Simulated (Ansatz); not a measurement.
## Geometry relaxation of SiO2

- system: SiO2 (P4₂/mnm, 6 atoms in the cell)
- method: DFT PBE, scalar-relativistic, plane waves, PAW, no spin polarisation (Ansatz 0.2.0)

The structure derives from a Materials Project entry. It belongs to a series of runs on one base structure; here: volume × 0.94, shape and atoms relaxed. Figures and captions count atoms from 1; the log counts them from 0 in places.

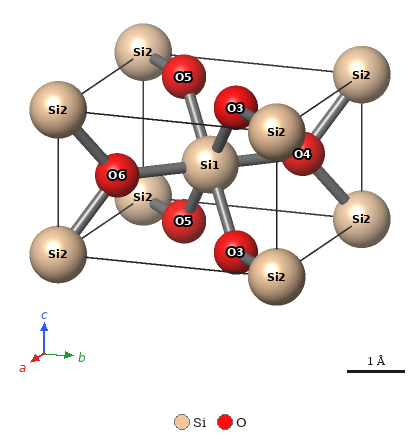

The starting structure (ball-and-stick view of the cell of the calculation, seen slightly off an axis; atoms are numbered from 1 in the order of the input).

## Input
```yaml
crystal:
  lattice:
    - [4.1400690849, 0.0, 0.0]
    - [0.0, 4.1400690849, 0.0]
    - [0.0, 0.0, 2.647755851]
  atoms:
    - { symbol: Si, position: [0.5, 0.5, 0.5] }
    - { symbol: Si, position: [0.0, 0.0, 0.0] }
    - { symbol: O, position: [0.6943554671, 0.6943554671, 0.0] }
    - { symbol: O, position: [0.1943554671, 0.8056445329, 0.5] }
    - { symbol: O, position: [0.3056445329, 0.3056445329, 0.0] }
    - { symbol: O, position: [0.8056445329, 0.1943554671, 0.5] }
basis:
  ecutwfc: 420
kpoints:
  mp_grid: { grid: [6, 6, 8] }
hamiltonian:
  xc: pbe
scf:
  occupations: { method: gaussian, width: 0.02 }
output:
  forces: true
  stress: true
  eigenvalues: true
relax:
  adjacent_minimum: "off"
  f_tol: 0.01
  max_steps: 30
  cell: { stress_tol: 0.1, fix: [volume] }
```

## Output
```
Engine: ansatz 0.2.0, x86_64-unknown-linux-gnu
Pseudopotentials: kind: paw
Pseudopotential: Si, paw, valence charge 4, recommended cutoff 420 eV (normal), Si.paw.azcp
Pseudopotential: O, paw, valence charge 6, recommended cutoff 420 eV (normal), O.paw.azcp
Functional definition: PBE
  parameter kappa = 0.804
  parameter beta = 0.06672455060314922
  exchange = pbe_x(kappa = kappa, mu = beta*pi^2/3)
  correlation = pbe_c(beta = beta)
Crystal: 6 atoms, lattice volume = 45.383 Å³
Basis set: ecut = 420 eV, 889 PW (Γ), exchange–correlation on 60×60×36 points (8 copies of the dense FFT grid, shifted against one another)
Bands: 22, of which v1, the nominal top of the filled ones, is band 16 counted from 1 (15 counted from 0)
Symmetry: 16 space group operations
Space group: P42/mnm (ITA 136), of the structure as read, at distance tolerance 3.6e-5 Å
k-points: 50 of 288
Non-local potential: Si, projectors of the file, l = 0: 2, l = 1: 2, l = 2: 2
Non-local potential: O, projectors of the file, l = 0: 2, l = 1: 2, l = 2: 1
PAW form: soft (Blöchl's): semilocal exchange-correlation on the pseudo side does not see the compensation charge
PAW one-centre angular grid: Si, 110 points (default); XC on 64 Gauss nodes
PAW one-centre angular grid: O, 110 points (default); XC on 64 Gauss nodes
Initial density: superposition of atomic densities (neutral atoms: chi_scale 0, normalization atom), corrected by the library's trained network
Initial wavefunctions: pseudopotential atomic-orbital guess
Functional: x = pbe(κ = 0.804, μ = 0.2195149727645171), c = pbe(β = 0.06672455060314922)
SCF iter   1: F=—  HF=-3546.853940 eV  |F-HF|=—  |Δ(HF+E_count)|=         —  Δρ=3.62e-3  dr2=2.44e-3  ethr=1.77e-3  ⟨swp⟩=6.3  Hψ=6082  notcnv=0
preconditioner: auto → none  [insulator: Δε(μ)=6.069 eV  Ē_g=19.200 eV  σ=0.020 eV  W_gap=1.00  n_scr=10 (ndim 8)  ℏωp=31.2 eV  f_vac=0.000  D(μ)=0.00/eV (n_scr^D=0)  ε∞_Penn≈3.6]
SCF iter   2: F=—  HF=-3546.854330 eV  |F-HF|=—  |Δ(HF+E_count)|=   3.90e-4  Δρ=1.66e-3  dr2=4.32e-4  ethr=7.61e-6  ⟨swp⟩=2.1  Hψ=2476  notcnv=0  defer=87
SCF iter   3: F=—  HF=-3546.854367 eV  |F-HF|=—  |Δ(HF+E_count)|=   3.64e-5  Δρ=7.49e-4  dr2=6.21e-5  ethr=1.35e-6  ⟨swp⟩=2.1  Hψ=1610  notcnv=0  defer=87
SCF iter   4: F=—  HF=-3546.854286 eV  |F-HF|=—  |Δ(HF+E_count)|=   8.11e-5  Δρ=2.70e-4  dr2=8.86e-6  ethr=1.94e-7  ⟨swp⟩=2.1  Hψ=1816  notcnv=0  defer=87
SCF iter   5: F=—  HF=-3546.854294 eV  |F-HF|=—  |Δ(HF+E_count)|=   8.04e-6  Δρ=5.11e-5  dr2=3.47e-7  ethr=2.77e-8  ⟨swp⟩=2.6  Hψ=1883  notcnv=0  defer=87
SCF iter   6: F=-3546.854294 eV  HF=-3546.854294 eV  |F-HF|=1.86e-9  |Δ(HF+E_count)|=   3.17e-7  Δρ=4.72e-6  dr2=3.10e-9  ethr=3.13e-10  ⟨swp⟩=8.3  Hψ=5150  notcnv=0
SCF 1 converged in 6 iterations: F = -3546.854294 eV  dr2 = 3.10e-9
  greatest PAW one-centre occupation: 0.862 electrons in one spin orbital (limit 2), on the O atom at site 5 (counted from 0), in its partial waves of l = 0
relax step   1: F+E_penalty+E_count = -3546.85429401 eV  Δ(F+E_penalty+E_count) = +0.000e0 eV  max|allowed force component| = 1.483e-1 eV/Å  Δτ_max = 0.0000 Å  P = +19.835 GPa  Ω = 45.383 Å³  fix = [volume]  reactions: volume +19.835 GPa  (6 SCF iters, dr2 threshold 1.00e-7 eV, accepted)
Initial density: handed on by an earlier stage of this run
Initial wavefunctions: those handed on with the density
iter 1 solved again at ethr=3.21e-7 eV; its pass at ethr=3.10e-3 eV (dr2=1.03e-4 eV) is discarded
SCF iter   1: F=—  HF=-3546.855982 eV  |F-HF|=—  |Δ(HF+E_count)|=         —  Δρ=5.78e-4  dr2=1.10e-4  ethr=3.21e-7  ⟨swp⟩=2.8  Hψ=5695  notcnv=0
preconditioner: auto → none  [insulator: Δε(μ)=6.052 eV  Ē_g=19.187 eV  σ=0.020 eV  W_gap=1.00  n_scr=10 (ndim 8)  ℏωp=31.2 eV  f_vac=0.000  D(μ)=0.00/eV (n_scr^D=0)  ε∞_Penn≈3.6]
SCF iter   2: F=—  HF=-3546.855806 eV  |F-HF|=—  |Δ(HF+E_count)|=   1.77e-4  Δρ=2.13e-4  dr2=9.54e-6  ethr=3.21e-7  ⟨swp⟩=2.5  Hψ=1854  notcnv=0
SCF iter   3: F=-3546.855804 eV  HF=-3546.855804 eV  |F-HF|=3.52e-8  |Δ(HF+E_count)|=   2.14e-6  Δρ=5.13e-5  dr2=2.97e-7  ethr=1.87e-9  ⟨swp⟩=4.1  Hψ=5690  notcnv=0
SCF 2 converged in 3 iterations: F = -3546.855804 eV  dr2 = 2.97e-7
relax step   2: F+E_penalty+E_count = -3546.85580366 eV  Δ(F+E_penalty+E_count) = -1.510e-3 eV  max|allowed force component| = 1.100e-1 eV/Å  Δτ_max = 0.0016 Å  P = +19.644 GPa  Ω = 45.383 Å³  energy of the carried Pulay correction = +2.495e-15 eV  fix = [volume]  reactions: volume +19.644 GPa  (3 SCF iters, dr2 threshold 6.00e-7 eV, accepted)
iter 1 solved again at ethr=3.80e-6 eV; its pass at ethr=3.10e-3 eV (dr2=1.22e-3 eV) is discarded
SCF iter   1: F=—  HF=-3546.858947 eV  |F-HF|=—  |Δ(HF+E_count)|=         —  Δρ=1.99e-3  dr2=1.32e-3  ethr=3.80e-6  ⟨swp⟩=2.4  Hψ=5948  notcnv=0
preconditioner: auto → none  [insulator: Δε(μ)=6.006 eV  Ē_g=19.166 eV  σ=0.020 eV  W_gap=1.00  n_scr=10 (ndim 8)  ℏωp=31.2 eV  f_vac=0.000  D(μ)=0.00/eV (n_scr^D=0)  ε∞_Penn≈3.6]
SCF iter   2: F=—  HF=-3546.858450 eV  |F-HF|=—  |Δ(HF+E_count)|=   4.97e-4  Δρ=7.56e-4  dr2=1.27e-4  ethr=3.80e-6  ⟨swp⟩=2.7  Hψ=1923  notcnv=0
SCF iter   3: F=—  HF=-3546.858285 eV  |F-HF|=—  |Δ(HF+E_count)|=   1.65e-4  Δρ=1.73e-4  dr2=3.81e-6  ethr=3.97e-7  ⟨swp⟩=2.9  Hψ=1982  notcnv=0
SCF iter   4: F=—  HF=-3546.858285 eV  |F-HF|=—  |Δ(HF+E_count)|=   6.07e-7  Δρ=4.73e-5  dr2=6.47e-7  ethr=1.87e-9  ⟨swp⟩=6.9  Hψ=5179  notcnv=0
SCF iter   5: F=-3546.858285 eV  HF=-3546.858285 eV  |F-HF|=2.20e-9  |Δ(HF+E_count)|=   2.13e-7  Δρ=7.17e-6  dr2=5.61e-9  ethr=1.87e-9  ⟨swp⟩=4.9  Hψ=4497  notcnv=0
SCF 3 converged in 5 iterations: F = -3546.858285 eV  dr2 = 5.61e-9
relax step   3: F+E_penalty+E_count = -3546.85828519 eV  Δ(F+E_penalty+E_count) = -2.482e-3 eV  max|allowed force component| = 3.444e-3 eV/Å  Δτ_max = 0.0050 Å  P = +18.998 GPa  Ω = 45.383 Å³  energy of the carried Pulay correction = +9.980e-17 eV  fix = [volume]  reactions: volume +18.998 GPa  (5 SCF iters, dr2 threshold 6.00e-7 eV, accepted)
Basis set: ecut = 420 eV, 897 PW (Γ), exchange–correlation on 60×60×36 points (8 copies of the dense FFT grid, shifted against one another)
iter 1 solved again at ethr=1.82e-9 eV; its pass at ethr=3.10e-3 eV (dr2=5.81e-7 eV) is discarded
SCF iter   1: F=—  HF=-3546.858433 eV  |F-HF|=—  |Δ(HF+E_count)|=         —  Δρ=5.99e-5  dr2=8.68e-7  ethr=1.82e-9  ⟨swp⟩=3.1  Hψ=6155  notcnv=0
preconditioner: auto → none  [insulator: Δε(μ)=6.000 eV  Ē_g=19.166 eV  σ=0.020 eV  W_gap=1.00  n_scr=10 (ndim 8)  ℏωp=31.2 eV  f_vac=0.000  D(μ)=0.00/eV (n_scr^D=0)  ε∞_Penn≈3.6]
SCF iter   2: F=—  HF=-3546.858298 eV  |F-HF|=—  |Δ(HF+E_count)|=   1.34e-4  Δρ=2.74e-5  dr2=1.55e-7  ethr=1.82e-9  ⟨swp⟩=2.5  Hψ=1970  notcnv=0
SCF iter   3: F=-3546.858298 eV  HF=-3546.858298 eV  |F-HF|=5.05e-10  |Δ(HF+E_count)|=   1.71e-8  Δρ=2.79e-6  dr2=1.17e-9  ethr=2.54e-10  ⟨swp⟩=4.7  Hψ=3991  notcnv=0
SCF 4 converged in 3 iterations: F = -3546.858298 eV  dr2 = 1.17e-9
relax step   4: F+E_penalty+E_count = -3546.85829827 eV  Δ(F+E_penalty+E_count) = -1.308e-5 eV  max|allowed force component| = 1.616e-3 eV/Å  Δτ_max = 0.0000 Å  P = +18.984 GPa  Ω = 45.383 Å³  fix = [volume]  reactions: volume +18.984 GPa  (3 SCF iters, dr2 threshold 8.12e-8 eV, accepted)
Initial wavefunctions: pseudopotential atomic-orbital guess (no wavefunctions were taken with the density)
iter 1 solved again at ethr=1.85e-7 eV; its pass at ethr=3.10e-3 eV (dr2=5.91e-5 eV) is discarded
SCF iter   1: F=—  HF=-3546.858294 eV  |F-HF|=—  |Δ(HF+E_count)|=         —  Δρ=8.69e-5  dr2=1.38e-7  ethr=1.85e-7  ⟨swp⟩=3.0  Hψ=9214  notcnv=0
SCF iter   2: F=—  HF=-3546.858171 eV  |F-HF|=—  |Δ(HF+E_count)|=   1.23e-4  Δρ=4.36e-5  dr2=3.46e-8  ethr=4.30e-10  ⟨swp⟩=2.0  Hψ=1896  notcnv=0
SCF iter   3: F=—  HF=-3546.858176 eV  |F-HF|=—  |Δ(HF+E_count)|=   4.14e-6  Δρ=3.93e-6  dr2=4.75e-9  ethr=1.08e-10  ⟨swp⟩=2.2  Hψ=1852  notcnv=0
SCF iter   4: F=-3546.858176 eV  HF=-3546.858176 eV  |F-HF|=3.77e-10  |Δ(HF+E_count)|=   1.17e-9  Δρ=9.61e-7  dr2=1.35e-10  ethr=1.00e-12  ⟨swp⟩=3.6  Hψ=4711  notcnv=0
SCF 5 converged in 4 iterations: F = -3546.858176 eV  dr2 = 1.35e-10
relax step   5: F+E_penalty+E_count = -3546.85817556 eV  Δ(F+E_penalty+E_count) = +1.227e-4 eV  max|allowed force component| = 1.498e-3 eV/Å  Δτ_max = 0.0000 Å  P = +18.983 GPa  Ω = 45.383 Å³  fix = [volume]  reactions: volume +18.983 GPa  stress off target by 4.06e-2 GPa on what of the cell is left free  SCF on the basis re-selected at this cell (its energy is not comparable with the rows above)  (4 SCF iters)
```

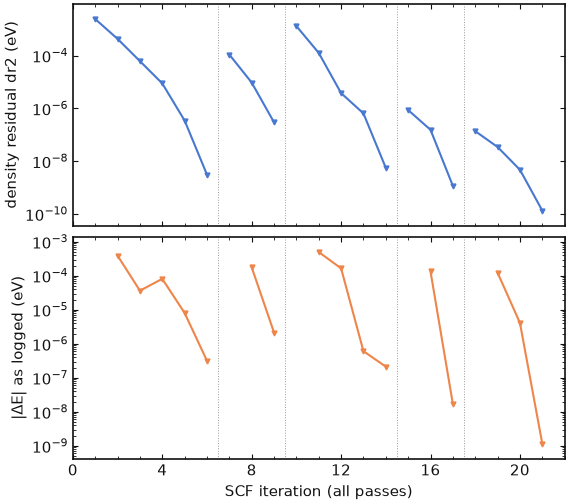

Convergence of the self-consistent field: density residual dr2 and size of the energy change against the SCF iteration. The dotted lines part the SCF passes of the relaxation: geometry steps, rejected trials and re-solves on a re-selected basis. The 5 passes take 3 to 6 iterations each, 21 in all.

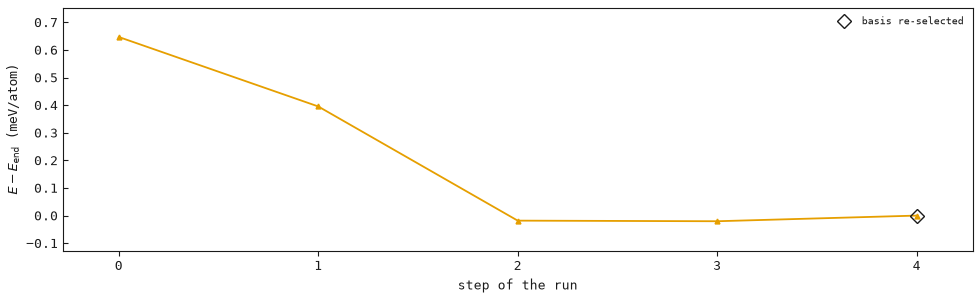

Progress of the relaxation, step by step (the first geometry is step 0 here and step 1 in the log). The largest moves relative to the cell, 0.007 Å, are those of O3, O4, O5 and O6. Si stays in place. Among the contacts that change: Si1–O4 1.790 → 1.780 Å, Si1–O3 1.746 → 1.752 Å. The space group stays P4_2/mnm (No. 136). The energy falls by 0.7 meV per atom in 3 geometry steps. Largest force component: 0.15 eV/Å at the start, 0.0015 eV/Å at the end. Pressure: 19.84 GPa at the start and 18.98 GPa at the end. A last SCF at the same geometry on a re-selected plane-wave basis shifts the energy by +0.0 meV per atom. (Atoms are counted from 1 in the order of the input.)

```
basis re-selected at this cell: Δ(F+E_penalty+E_count) = +1.227e-4 eV, ΔP = -0.001 GPa vs the last step (what re-selecting the basis moved, of the pressure what is left beyond the Pulay correction that the steps carried, after the strain that the cell walked since its last selection, with what the two solves' SCF thresholds leave and, on support functions, any second-order correction that the steps lacked; it is no measure of the basis error at this ecutwfc). This SCF's stress stands 4.06e-2 GPa from its target on what of the cell is left free (relax.cell.stress_tol is 1.00e-1 GPa) and its largest allowed force component is 1.50e-3 eV/Å (relax.f_tol is 1.00e-2 eV/Å): within both
SCF converged after 4 iterations
Free energy (F): -3546.858176 eV
Harris-Foulkes:  -3546.858176 eV  (|F-HF|=3.77e-10)
Internal energy: -3546.858176 eV  (E = F + TS)
E sigma→0 (E₀):  -3546.858176 eV
Fermi energy:    14.043933 eV
--- Per-component energies (eV) ---
  E_band       = 76.969633
  E_kinetic    = 820.078148
  E_local      = -1198.580735  (includes V_loc(G=0)·N_el)
  E_nonlocal   = 237.471670
  E_hartree    = 426.574741
  E_xc         = -413.449840
  E_vxc        = -481.617223  (∫ρ·V_xc dr)
  E_paw        = -1662.630148  (= ΣΔE_a)
  E_vpaw       = -153.541860  (= ΣTr[D̂ρ^β])
  E_aug_tail   = 0.010134  (compensation charges beyond the density's cutoff)
  E_ewald      = -1756.332145
  E_smearing   = -0.000000  (= −TS)
  E_closure    = 0.000000  (closes the sum)
  Σ components = -3546.858176   (vs F -3546.858176, Δ=0.00e0)
--- Forces (eV/Å), atoms counted from 1 ---
  atom   1  Si    -0.00000000     0.00000000     0.00000000
  atom   2  Si     0.00000000    -0.00000000     0.00000000
  atom   3  O     -0.00149802    -0.00149802     0.00000000
  atom   4  O     -0.00149802     0.00149802     0.00000000
  atom   5  O      0.00149802     0.00149802     0.00000000
  atom   6  O      0.00149802    -0.00149802     0.00000000
  max |Σ_I F_I| component: 0.00e0 eV/Å
--- Stress (GPa, compression-positive) ---
       18.962291       0.000000       0.000000
        0.000000      18.962291       0.000000
        0.000000       0.000000      19.023118
  P = ⅓ Tr σ = 18.9826 GPa (189.826 kbar)
--- Band table (eV; the first three rows and the last of 50) ---
  k-point 0: bands = ["-11.7909", "-8.0427", "-8.0427", "-7.6890", "-0.0939", "4.4667", "4.4667", "4.5411", "5.4765", "5.8606", "7.8134", "7.8134", "8.5434", "10.1348", "10.1348", "11.0441", "17.0437", "17.7854", "19.6496", "19.6496", "22.1906", "22.7486"]
  k-point 1: bands = ["-11.5789", "-7.9360", "-7.9360", "-7.6756", "-0.0113", "4.6412", "4.6412", "4.7728", "4.9244", "5.5526", "7.1200", "7.1200", "7.8342", "9.9752", "9.9752", "10.8368", "17.7564", "18.9041", "20.5578", "20.5578", "21.4871", "23.6010"]
  k-point 2: bands = ["-10.9694", "-7.7483", "-7.6610", "-7.6610", "0.1843", "4.0930", "4.4559", "5.1259", "5.1259", "5.4475", "5.7106", "5.7106", "6.6226", "9.4757", "9.4757", "10.1869", "18.8695", "21.0970", "21.3998", "22.5030", "22.5030", "24.7437"]
  k-point 49: bands = ["-8.6350", "-8.6350", "-7.4740", "-7.4740", "0.0531", "0.0531", "2.6403", "2.6403", "6.4301", "6.4301", "6.4919", "6.4919", "9.2913", "9.2913", "9.4154", "9.4154", "18.4781", "18.4781", "22.3749", "22.3749", "22.7812", "22.7812"]
--- Relaxed structure (4 steps of the walk, 4 accepted, 1 SCFs on fresh bases) ---
  F+E_penalty+E_count = -3546.85817556 eV   max|allowed force component| = 1.498e-3 eV/Å   (the final SCF, on the basis selected at the relaxed cell)
  cell:  # Å, volume = 45.3830 Å³
    - [4.132341779955216, 6.985546553443126e-36, 0.0]
    - [6.985546553443126e-36, 4.132341779955216, 0.0]
    - [0.0, 0.0, 2.6576674931898716]
  atoms:
    - { symbol: Si, position: [0.5, 0.5, 0.5] }
    - { symbol: Si, position: [3.491736169137519e-20, 6.124177890401351e-20, 0.0] }
    - { symbol: O, position: [0.6954823192199471, 0.6954823192199471, 0.0] }
    - { symbol: O, position: [0.1954823192199472, 0.8045176807800528, 0.5] }
    - { symbol: O, position: [0.3045176807800528, 0.3045176807800528, 0.0] }
    - { symbol: O, position: [0.8045176807800528, 0.1954823192199472, 0.5] }
```

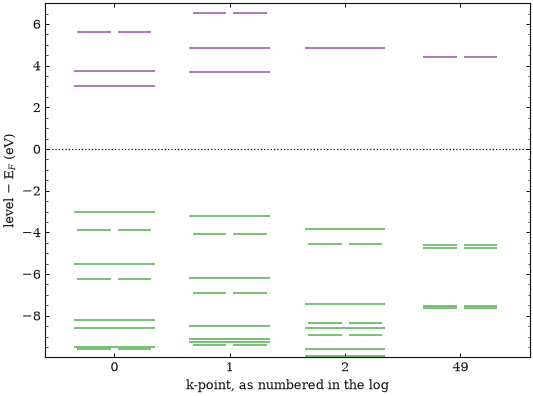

Kohn–Sham levels near the Fermi level (dotted) at the few k-points that the log prints; levels within 0.02 eV of each other stand side by side. Among these points the highest filled and lowest empty levels are 6.00 eV apart, which is the gap on the mesh.

## Summary

```tsv
quantity	value
outcome	converged
space group (tolerance 0.01 Å)	P4₂/mnm (136)
electrons treated	32
free energy	−3546.8582 eV
Fermi energy	14.044 eV
gap on the k-point mesh	6.00 eV
pressure	18.98 GPa
final volume	45.38 Å³
largest force (length of the vector) at the end	0.002 eV/Å
final cell	a = 4.132 Å, b = 4.132 Å, c = 2.658 Å, α = 90.00°, β = 90.00°, γ = 90.00°
hardware	1 thread of an x86-64 CPU, shared host
wall time	17 s
peak memory	0.41 GiB
```

The cell is under a pressure of 19.0 GPa at this level, so it is not at its equilibrium volume.
